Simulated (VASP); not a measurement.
## GW on AgCl

Wanted: how far GW moves the Kohn-Sham levels of AgCl. The cell is of the rock-salt type, one of the forms listed for this formula. The start is a computed cell from the Materials Project.

Method: PBE, spin-orbit coupling; plane waves and PAW (Ag_GW, Cl_GW), in the first sound run; inputs show where later runs differ, in VASP 6.6.1.

### Step 1. The starting structure

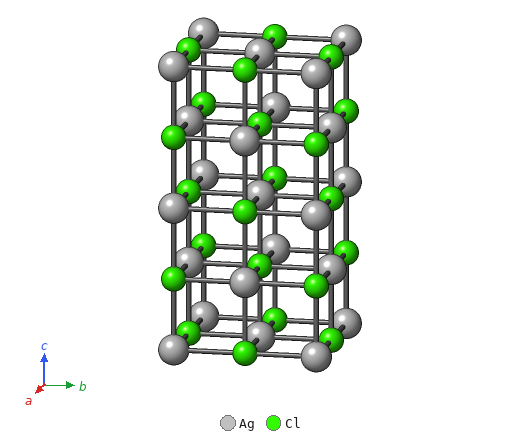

Start, viewed slightly off an axis; silver light grey, chlorine green. 1×1×2 cells are drawn. This picture shows the conventional cell, with its axes. Some periodic images of atoms are drawn too.

### Step 2. Ground state

The orbitals come from a self-consistent PBE run with a tight EDIFF and a narrow smearing. KPOINTS_OPT adds the bands along a path, which shows whether the mesh holds the band edges.

Contents of INCAR:

```
SYSTEM = AgCl
PREC = Accurate
ENCUT = 300
EDIFF = 1E-08
NELM = 100
ISMEAR = 0
SIGMA = 0.01
LREAL = .FALSE.
ALGO = Normal
GGA = PE
LNONCOLLINEAR = .TRUE.
MAGMOM = 0 0 0 0 0 0
NBANDS = 30
GGA_COMPAT = .FALSE.
LASPH = .TRUE.
LSORBIT = .TRUE.
LMAXMIX = 4
LORBIT = 11
LWAVE = .TRUE.
LCHARG = .FALSE.
KPAR = 8
```

Contents of POSCAR:

```
AgCl
1.0
    0.0000000000      2.7726629968      2.7726629968
    2.7726629968      0.0000000000      2.7726629968
    2.7726629968      2.7726629968      0.0000000000
Ag Cl
1 1
Direct
    0.0000000000      0.0000000000      0.0000000000
    0.5000000000      0.5000000000      0.5000000000
```

Contents of KPOINTS:

```
Automatic mesh
0
Gamma
4 4 4
0 0 0
```

Contents of KPOINTS_OPT:

```
Line mode
12
Line-mode
Reciprocal
  0.00000000   0.00000000   0.00000000 GAMMA
  0.50000000   0.00000000   0.50000000 X

  0.50000000   0.00000000   0.50000000 X
  0.50000000   0.25000000   0.75000000 W

  0.50000000   0.25000000   0.75000000 W
  0.37500000   0.37500000   0.75000000 K

  0.37500000   0.37500000   0.75000000 K
  0.00000000   0.00000000   0.00000000 GAMMA

  0.00000000   0.00000000   0.00000000 GAMMA
  0.50000000   0.50000000   0.50000000 L

  0.50000000   0.50000000   0.50000000 L
  0.62500000   0.25000000   0.62500000 U

  0.62500000   0.25000000   0.62500000 U
  0.50000000   0.25000000   0.75000000 W

  0.50000000   0.25000000   0.75000000 W
  0.50000000   0.50000000   0.50000000 L

  0.50000000   0.50000000   0.50000000 L
  0.37500000   0.37500000   0.75000000 K

  0.62500000   0.25000000   0.62500000 U
  0.50000000   0.00000000   0.50000000 X
```

The projector-augmented-wave data sets are Ag_GW and Cl_GW (PBE family, release 64).

Run with:

```
mpirun -np 8 vasp_ncl
```

The log of the run:

```text
[banner, memory and clock lines left out]
running    8 mpi-ranks, on    1 nodes
 distrk:  each k-point on    1 cores,    8 groups
 distr:  one band on    1 cores,    1 groups

 POSCAR found type information on POSCAR AgCl
 POSCAR found :  2 types and       2 ions
|                                                                             |
|           W    W    AA    RRRRR   N    N  II  N    N   GGGG   !!!           |
|           W    W   A  A   R    R  NN   N  II  NN   N  G    G  !!!           |
|           W    W  A    A  R    R  N N  N  II  N N  N  G       !!!           |
|           W WW W  AAAAAA  RRRRR   N  N N  II  N  N N  G  GGG   !            |
|           WW  WW  A    A  R   R   N   NN  II  N   NN  G    G                |
|           W    W  A    A  R    R  N    N  II  N    N   GGGG   !!!           |
|                                                                             |
|     For optimal performance we recommend to set                             |
|       NCORE = 2 up to number-of-cores-per-socket                            |
|     NCORE specifies how many cores store one orbital (NPAR=cpu/NCORE).      |
|     This setting can greatly improve the performance of VASP for DFT.       |
|     The default, NCORE=1 might be grossly inefficient on modern             |
|     multi-core architectures or massively parallel machines. Do your        |
|     Unfortunately you need to use the default for GW and RPA                |
|     calculations (for HF NCORE is supported but not extensively tested      |
|     yet).                                                                   |
|                                                                             |

 LDA part: xc-table for (Slater+PW92), standard interpolation
 POSCAR, INCAR and KPOINTS ok, starting setup
 FFT: planning ... GRIDC
 FFT: planning ... GRID_SOFT
 FFT: planning ... GRID
 WAVECAR not read
 entering main loop
       N       E                     dE             d eps       ncg     rms          rms(c)
DAV:   1     0.949941772242E+02    0.94994E+02   -0.60139E+03   480   0.703E+02
DAV:   2    -0.773627855790E-01   -0.95072E+02   -0.88795E+02   552   0.222E+02
DAV:   3    -0.542657905251E+01   -0.53492E+01   -0.53070E+01   608   0.563E+01
DAV:   4    -0.559428049967E+01   -0.16770E+00   -0.16751E+00   736   0.867E+00
DAV:   5    -0.559911201581E+01   -0.48315E-02   -0.48309E-02   700   0.122E+00    0.472E+00
DAV:   6    -0.541648287707E+01    0.18263E+00   -0.24480E-01   638   0.740E+00    0.369E+00
DAV:   7    -0.541113434616E+01    0.53485E-02   -0.11638E-01   564   0.248E+00    0.184E+00
DAV:   8    -0.541034407527E+01    0.79027E-03   -0.56451E-03   658   0.930E-01    0.672E-01
DAV:   9    -0.541040940684E+01   -0.65332E-04   -0.71549E-04   660   0.274E-01    0.201E-01
DAV:  10    -0.541047511715E+01   -0.65710E-04   -0.19568E-04   734   0.133E-01    0.287E-02
DAV:  11    -0.541052330553E+01   -0.48188E-04   -0.69477E-05   594   0.943E-02    0.126E-02
DAV:  12    -0.541052311964E+01    0.18589E-06   -0.34073E-06   684   0.281E-02    0.205E-03
DAV:  13    -0.541052316861E+01   -0.48974E-07   -0.66140E-07   636   0.558E-03    0.187E-03
DAV:  14    -0.541052296744E+01    0.20117E-06   -0.88279E-08   562   0.314E-03    0.278E-04
DAV:  15    -0.541052298100E+01   -0.13565E-07   -0.16097E-08   554   0.109E-03    0.261E-04
DAV:  16    -0.541052300820E+01   -0.27197E-07   -0.18014E-09   360   0.544E-04    0.485E-05
DAV:  17    -0.541052301218E+01   -0.39820E-08   -0.58698E-10   378   0.194E-04
   1 F= -.54105230E+01 E0= -.54105230E+01  d E =-.364312E-16  mag=    -0.0000     0.0000    -0.0000
 Start KPOINTS_OPT (optional k-point list driver)
k-point batch [1-8\120]
       N       E                     dE             ncg
DAV:   1     0.835265423996E+03    0.67842E+02      480
DAV:   2     0.232477206779E+02   -0.81202E+03      566
DAV:   3    -0.190884630011E+02   -0.42336E+02      578
DAV:   4    -0.204169427317E+02   -0.13285E+01      762
DAV:   5    -0.204347426071E+02   -0.17800E-01      658
DAV:   6    -0.204357566721E+02   -0.10141E-02      816
DAV:   7    -0.204357716174E+02   -0.14945E-04      662
DAV:   8    -0.204357723546E+02   -0.73722E-06      776
DAV:   9    -0.204357723895E+02   -0.34923E-07      622
DAV:  10    -0.204357723921E+02   -0.25236E-08      484
[...]
k-point batch [113-120\120]
       N       E                     dE             ncg
DAV:   1     0.719578329823E+03   -0.32552E+04      480
DAV:   2    -0.291791441650E+00   -0.71987E+03      570
DAV:   3    -0.361513476739E+02   -0.35860E+02      612
DAV:   4    -0.372137806794E+02   -0.10624E+01      740
DAV:   5    -0.372318302051E+02   -0.18050E-01      714
DAV:   6    -0.372334413852E+02   -0.16112E-02      786
DAV:   7    -0.372334560012E+02   -0.14616E-04      732
DAV:   8    -0.372334567711E+02   -0.76992E-06      746
DAV:   9    -0.372334567994E+02   -0.28291E-07      648
DAV:  10    -0.372334568016E+02   -0.21681E-08      514
 writing wavefunctions
```

It took 16 s on 8 MPI ranks of AMD EPYC 9R45, shared host; peak memory 1.6 GiB.

Lines that name or quote the potential files are left out of all logs, and their timing lines are given in words.

From OUTCAR (step 2):

```text
ion  position               nearest neighbor table
   1  0.000  0.000  0.000-   2 2.77   2 2.77   2 2.77   2 2.77   2 2.77   2 2.77
   2  0.500  0.500  0.500-   1 2.77   1 2.77   1 2.77   1 2.77   1 2.77   1 2.77

  LATTYP: Found a face centered cubic cell.
 ALAT       =     5.5453259936

 Subroutine GETGRP returns: Found 48 space group operations
 (whereof 48 operations were pure point group operations)

The static configuration has the point symmetry O_h .

 Found      8 irreducible k-points:

   k-points           NKPTS =      8   k-points in BZ     NKDIM =      8   number of bands    NBANDS=     30

   dimension x,y,z NGX =    24 NGY =   24 NGZ =   24
   dimension x,y,z NGXF=    48 NGYF=   48 NGZF=   48

   ENCUT  =  300.0 eV  22.05 Ry    4.70 a.u.   5.54  5.54  5.54*2*pi/ulx,y,z

   NELECT =      18.0000    total number of electrons

 k-points in reciprocal lattice and weights: Automatic mesh
   0.00000000  0.00000000  0.00000000       0.016
   0.25000000  0.00000000  0.00000000       0.125
   0.50000000  0.00000000  0.00000000       0.062
   0.25000000  0.25000000  0.00000000       0.094
   0.50000000  0.25000000  0.00000000       0.375
  -0.25000000  0.25000000  0.00000000       0.188
   0.50000000  0.50000000  0.00000000       0.047
  -0.25000000  0.50000000  0.25000000       0.094

 average (electrostatic) potential at core
       1 -88.4642       2 -82.0748

 E-fermi :   3.8300

 k-point     1 :       0.0000    0.0000    0.0000
  band No.  band energies     occupation
    ...
     14       1.4972      1.00000
     15       1.5246      1.00000
     16       1.5246      1.00000
     17       1.5246      1.00000
     18       1.5246      1.00000
     19       4.6251      0.00000
     20       4.6251      0.00000
     21      14.4398      0.00000
     22      14.4398      0.00000
     23      14.4398      0.00000
    ...

 k-point     2 :       0.2500    0.0000    0.0000
  band No.  band energies     occupation
    ...
     14       1.8344      1.00000
     15       2.9357      1.00000
     16       2.9357      1.00000
     17       2.9743      1.00000
     18       2.9743      1.00000
     19       6.6555      0.00000
     20       6.6555      0.00000
     21      11.4996      0.00000
     22      11.4996      0.00000
     23      12.7542      0.00000
    ...

 k-point     3 :       0.5000    0.0000    0.0000
  band No.  band energies     occupation
    ...
     14       2.0741      1.00000
     15       3.7336      1.00000
     16       3.7336      1.00000
     17       3.7753      1.00000
     18       3.7753      1.00000
     19       7.9471      0.00000
     20       7.9471      0.00000
     21      10.2550      0.00000
     22      10.2550      0.00000
     23      11.2273      0.00000
    ...

  Total        0.3359820      0.3359820      0.3359820      0.0000000      0.0000000     -0.0000000
  in kB       12.6271491     12.6271491     12.6271491      0.0000000      0.0000000     -0.0000000
  external PRESSURE =      12.6271491 kB  Pullay stress =       0.0000000 kB

  energy-cutoff  :      300.00
  volume of cell :       42.63
      direct lattice vectors                 reciprocal lattice vectors
     0.000000000  2.772662997  2.772662997    -0.180332049  0.180332049  0.180332049
     2.772662997  0.000000000  2.772662997     0.180332049 -0.180332049  0.180332049
     2.772662997  2.772662997  0.000000000     0.180332049  0.180332049 -0.180332049

 POSITION                                       TOTAL-FORCE (eV/Angst)
 -----------------------------------------------------------------------------------
      0.00000      0.00000      0.00000        -0.000000     -0.000000      0.000000
      2.77266      2.77266      2.77266         0.000000      0.000000     -0.000000
 -----------------------------------------------------------------------------------
    total drift:                               -0.000000     -0.000000     -0.000000

  FREE ENERGIE OF THE ION-ELECTRON SYSTEM (eV)
  ---------------------------------------------------
  free  energy   TOTEN  =        -5.4105230122 eV

  energy  without entropy=       -5.4105230122  energy(sigma->0) =       -5.41052301

 Spin-Orbit-Coupling matrix elements
 Ion:    1  E_soc:     -0.0431822
 Ion:    2  E_soc:     -0.0040334

 total charge
# of ion       s       p       d       f       tot
--------------------------------------------------
    1        0.233   0.187   9.509   0.017   9.945
    2        1.595   3.440   0.028   0.000   5.063
--------------------------------------------------
tot          1.827   3.627   9.537   0.017  15.008

 magnetization (x)
# of ion       s       p       d       f       tot
--------------------------------------------------
    1       -0.000   0.000   0.000  -0.000  -0.000
    2       -0.000  -0.000  -0.000   0.000  -0.000
--------------------------------------------------
tot         -0.000  -0.000  -0.000  -0.000  -0.000

 magnetization (y)
# of ion       s       p       d       f       tot
--------------------------------------------------
    1       -0.000  -0.000   0.000  -0.000  -0.000
    2       -0.000  -0.000  -0.000   0.000  -0.000
--------------------------------------------------
tot         -0.000  -0.000  -0.000  -0.000  -0.000

 magnetization (z)
# of ion       s       p       d       f       tot
--------------------------------------------------
    1        0.000  -0.000  -0.000  -0.000   0.000
    2        0.000   0.000  -0.000   0.000   0.000
--------------------------------------------------
tot          0.000   0.000  -0.000  -0.000   0.000

[... 3 further parts left out ...]
```

LASPH is switched on together with spin-orbit coupling, so the change from the scalar run holds both.

This step gave:

| Item | Value |
| --- | --- |
| free energy (TOTEN) | -5.411 eV |
| Fermi energy | 3.83 eV |
| pressure | 1.263 GPa |
| least gap on mesh and path | 0.8498 eV |
| least direct gap on mesh and path | 2.949 eV |

The spin moment in the PAW sphere vanishes on all atoms.

On-site spin-orbit energy by atom:

```csv
atom,on-site spin-orbit energy (eV)
Ag1,-0.0432
Cl2,-0.0040
```

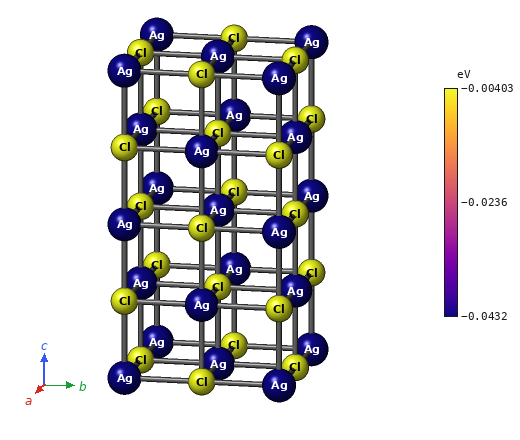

Atoms coloured by on-site spin-orbit energy. 1×1×2 conventional cells are drawn. Some periodic images of atoms are drawn too.

The highest empty bands on the path are converged less tightly, to about 0.1 eV. Electronic bands along the path, in eV, zero at the valence-band top; v1 is the highest filled band, c1 the lowest empty one:

| point | v4 | v3 | v2 | v1 | c1 | c2 | c3 | c4 |
| --- | --- | --- | --- | --- | --- | --- | --- | --- |
| Γ | -2.25 | -2.25 | -2.25 | -2.25 | 0.85 | 0.85 | 10.66 | 10.66 |
| X | -1.82 | -1.82 | -1.72 | -1.72 | 2.32 | 2.32 | 7.93 | 7.93 |
| W | -1.77 | -1.77 | -1.18 | -1.18 | 4.14 | 4.14 | 7.74 | 7.74 |
| K | -1.58 | -1.58 | -1.05 | -1.05 | 3.55 | 3.55 | 7.19 | 7.19 |
| Γ | -2.25 | -2.25 | -2.25 | -2.25 | 0.85 | 0.85 | 10.66 | 10.66 |
| L | -0.04 | -0.04 | 0.00 | 0.00 | 4.17 | 4.17 | 6.48 | 6.48 |
| U | -1.58 | -1.58 | -1.05 | -1.05 | 3.55 | 3.55 | 7.19 | 7.19 |
| W | -1.77 | -1.77 | -1.18 | -1.18 | 4.14 | 4.14 | 7.74 | 7.74 |
| L | -0.04 | -0.04 | 0.00 | 0.00 | 4.17 | 4.17 | 6.48 | 6.48 |
| K | -1.58 | -1.58 | -1.05 | -1.05 | 3.55 | 3.55 | 7.19 | 7.19 |
| jump to U | -1.58 | -1.58 | -1.05 | -1.05 | 3.55 | 3.55 | 7.19 | 7.19 |
| X | -1.82 | -1.82 | -1.72 | -1.72 | 2.32 | 2.32 | 7.93 | 7.93 |

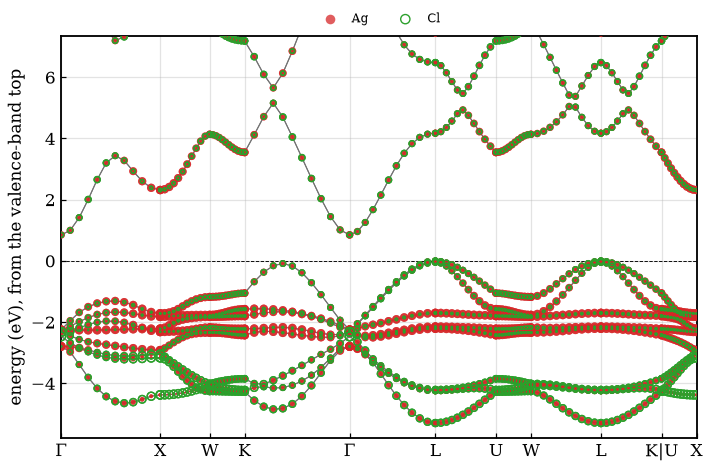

Electronic bands along the path; dots are coloured as in the legend, and their area grows with the weight.

The cell has a gap of 0.850 eV on mesh and path.

### Step 3. Empty bands, SOC yes, program vasp ncl

The next step needs empty bands that the ground-state run didn't converge, so the Hamiltonian is diagonalised exactly for NBANDS bands, in a single step. LOPTICS writes the k-derivatives of the orbitals (WAVEDER), which give the long-wavelength limit of the screening.

Contents of INCAR:

```
SYSTEM = AgCl
PREC = Accurate
ENCUT = 300
ISMEAR = 0
SIGMA = 0.01
LREAL = .FALSE.
GGA = PE
LNONCOLLINEAR = .TRUE.
MAGMOM = 0 0 0 0 0 0
NBANDS = 256
GGA_COMPAT = .FALSE.
LASPH = .TRUE.
LSORBIT = .TRUE.
LMAXMIX = 4
ALGO = Exact
NELM = 1
LWAVE = .TRUE.
LCHARG = .FALSE.
LOPTICS = .TRUE.
NEDOS = 1000
CSHIFT = 0.1
```

POSCAR is that of step 2.

KPOINTS is that of step 2.

Run with:

```
mpirun -np 8 vasp_ncl
```

The log of the run:

```text
[banner, memory and clock lines left out]
running    8 mpi-ranks, on    1 nodes
 distrk:  each k-point on    8 cores,    1 groups
 distr:  one band on    1 cores,    8 groups

 POSCAR found type information on POSCAR AgCl
 POSCAR found :  2 types and       2 ions
 [... a notice as in an earlier step ...]

 LDA part: xc-table for (Slater+PW92), standard interpolation
 found WAVECAR, reading the header
  number of bands has changed, file:    30 present:   256
  trying to continue reading WAVECAR, but it might fail
 POSCAR, INCAR and KPOINTS ok, starting setup
 FFT: planning ... GRIDC
 FFT: planning ... GRID_SOFT
 FFT: planning ... GRID
 reading WAVECAR
 random initialization beyond band           30
 the WAVECAR file was read successfully
 initial charge from wavefunction
 entering main loop
       N       E                     dE             d eps       ncg     rms          rms(c)
DIA:   1    -0.541052300342E+01   -0.54105E+01    0.00000E+00     0   0.000E+00
   1 F= -.54105230E+01 E0= -.54105230E+01  d E =-.340893E-45  mag=    -0.0000     0.0000    -0.0000
 writing wavefunctions
 optical routines
 imaginary and real dielectric function
 recalculating local potential from charge density
 direction            1
 direction            2
 direction            3
```

Wall time 5 s (8 MPI ranks); peak memory 1.1 GiB.

Parts of OUTCAR (step 3):

```text
The static configuration has the point symmetry O_h .

 Found      8 irreducible k-points:

   k-points           NKPTS =      8   k-points in BZ     NKDIM =      8   number of bands    NBANDS=    256

   NELECT =      18.0000    total number of electrons

 E-fermi :   3.8737

  Total        0.3362322      0.3362322      0.3362322     -0.0000000     -0.0000000      0.0000000
  in kB       12.6365515     12.6365515     12.6365515     -0.0000000     -0.0000000      0.0000000
  external PRESSURE =      12.6365515 kB  Pullay stress =       0.0000000 kB

 POSITION                                       TOTAL-FORCE (eV/Angst)
 -----------------------------------------------------------------------------------
      0.00000      0.00000      0.00000        -0.000000      0.000000     -0.000000
      2.77266      2.77266      2.77266         0.000000     -0.000000      0.000000
 -----------------------------------------------------------------------------------
    total drift:                               -0.000000     -0.000000     -0.000000

  FREE ENERGIE OF THE ION-ELECTRON SYSTEM (eV)
  ---------------------------------------------------
  free  energy   TOTEN  =        -5.4105230034 eV

  energy  without entropy=       -5.4105230034  energy(sigma->0) =       -5.41052300

 plasma frequency squared (from intraband transitions) (eV^2)
  --------------------------------------------------------------------------------------
       0.000       0.000      -0.000
       0.000       0.000      -0.000
       0.000       0.000       0.000

[... 14 parts as in an earlier step ...]

[... 1 further part left out ...]
```

WAVECAR now holds 256 bands for 18 electrons. Its independent-particle dielectric tensor has xx, yy, zz = 5.8, 5.8, 5.8 on this mesh, which isn't tested for convergence in mesh or bands and lacks local fields.

[end of part 1 of 3]

[Lines on the potential files, build, host, timing and source positions are cut from VASP's logs without a mark.]

[Logs are printed without paths, hosts, clocks, repeated set-up lines and the standing remarks that a program may print on its own settings, such as how far it seeks lower states.]

[Hosts, paths, dates, database ids (printed as entryN), source tags and the programs' standing remarks are cut or masked in the printed files.]

[Pressures printed for these runs are not shown converged in the cutoff: they can be off by several GPa and have the wrong sign.]
